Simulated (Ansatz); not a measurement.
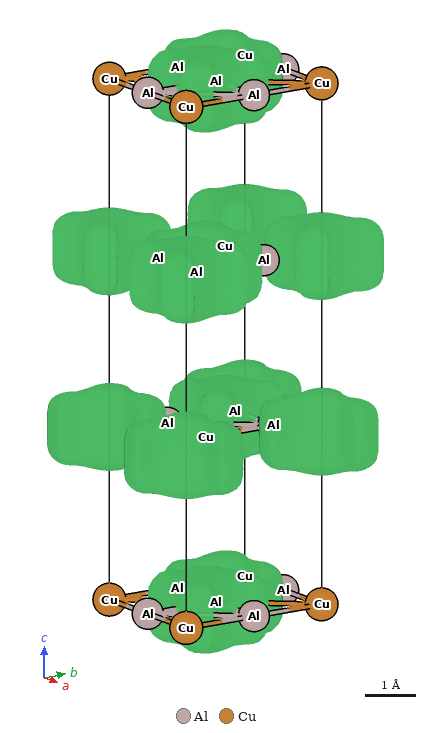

Figure. Al$_{3}$Cu. Isosurface of the electron localisation function at 0.7 (green), seen slightly off an axis. Only the valence region is drawn (cores and ρ < 0.01 e/Å³ removed). Sticks mark near contacts.

Space group R-3m; a structure from a database of computed crystals, not necessarily the ambient phase; computed pressure about 67 GPa in this cell; computed without spin polarisation.

These are results of DFT r2SCAN, scalar-relativistic, plane waves, PAW in Ansatz 0.2.0, not measurements.

Q: Describe the localisation domains.

A: The surface consists of six pockets between the atoms, centred on no nucleus (multi-centre or interstitial), counted in one cell of 12 atoms. Regions shared between cells count once. Profiles from the grid: Al–Cu (2.18 Å): the ELF is about 0.45 at the midpoint. Al–Al (2.18 Å): the ELF peaks at about 0.80 between the atoms.
